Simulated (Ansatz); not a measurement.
System: Si₂W (slab).

Input

```
crystal:
  lattice:
    - [3.2112931011, 0.0, 0.0]
    - [0.0, 10.107504518, 0.0]
    - [0.0, 0.0, 25.7598740493]
  atoms:
    - { symbol: Si, position: [0.0, 0.4015173321, 0.2911504919] }
    - { symbol: W, position: [0.5, 0.600942023, 0.307480904] }
    - { symbol: Si, position: [0.0, 0.8003667139, 0.3238113161] }
    - { symbol: Si, position: [0.5, 0.0024593551, 0.3392802659] }
    - { symbol: W, position: [0.0, 0.201884046, 0.355610678] }
    - { symbol: Si, position: [0.5, 0.401308737, 0.3719410901] }
    - { symbol: Si, position: [0.0, 0.6034013781, 0.3874100399] }
    - { symbol: W, position: [0.5, 0.802826069, 0.403740452] }
    - { symbol: Si, position: [0.0, 0.00225076, 0.4200708641] }
    - { symbol: Si, position: [0.5, 0.2043434011, 0.4355398139] }
    - { symbol: W, position: [0.0, 0.403768092, 0.451870226] }
    - { symbol: Si, position: [0.5, 0.603192783, 0.4682006381] }
    - { symbol: Si, position: [0.0, 0.8052854241, 0.4836695879] }
    - { symbol: W, position: [0.5, 0.004710115, 0.5] }
    - { symbol: Si, position: [0.0, 0.204134806, 0.5163304121] }
    - { symbol: Si, position: [0.5, 0.4062274471, 0.5317993619] }
    - { symbol: W, position: [0.0, 0.6056521381, 0.548129774] }
    - { symbol: Si, position: [0.5, 0.805076829, 0.5644601861] }
    - { symbol: Si, position: [0.0, 0.0071694701, 0.5799291359] }
    - { symbol: W, position: [0.5, 0.2065941611, 0.596259548] }
    - { symbol: Si, position: [0.0, 0.406018852, 0.6125899601] }
    - { symbol: Si, position: [0.5, 0.6081114931, 0.6280589099] }
    - { symbol: W, position: [0.0, 0.8075361841, 0.644389322] }
    - { symbol: Si, position: [0.5, 0.006960875, 0.6607197341] }
    - { symbol: Si, position: [0.0, 0.2090535161, 0.6761886839] }
    - { symbol: W, position: [0.5, 0.4084782071, 0.692519096] }
    - { symbol: Si, position: [0.0, 0.607902898, 0.7088495081] }
basis:
  ecutwfc: 500
kpoints:
  mp_grid: { grid: [11, 4, 1] }
hamiltonian:
  xc: r2scan
scf:
  occupations: { method: gaussian, width: 0.1 }
output:
  forces: true
  stress: true
  eigenvalues: true
  write_density: true
  write_potential: true
  elf: true
  volumetric_format: npy
efield:
  axis: 3
  dipole_correction: true
  ramp_width: 0.04
```

Launched as:

```sh
ansatz run input.yaml --threads 4 --pin off --max-ram 10240MiB --backend cpu --events-out ev --progress --plain --runs-dir out
```

Not relaxed (largest force 1.8 eV/Å).

Method: DFT r2SCAN, scalar-relativistic, plane waves, PAW (Ansatz).

> What can the converged valence pseudo-density and electron localisation function tell about the bonding?

Si–W (2.61 Å): the density is about 0.42 e/Å³ at the midpoint; the ELF peaks at about 0.70 in the valence shell of Si, 0.9 Å from its nucleus, and is about 0.45 at the midpoint.

> Does the calculation give a band gap?

It is gapless in this calculation (a metal or semimetal).

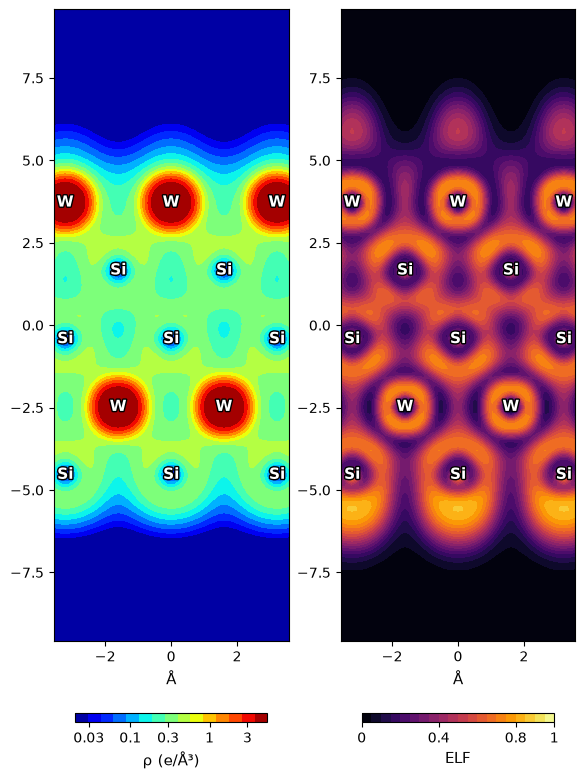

Computed valence pseudo-density and electron localisation function on the (010) plane of the calculation cell, a cut from vacuum to vacuum, in this order. 

Core electrons are frozen (PAW), and the valence fields are smoothed inside the atomic spheres.
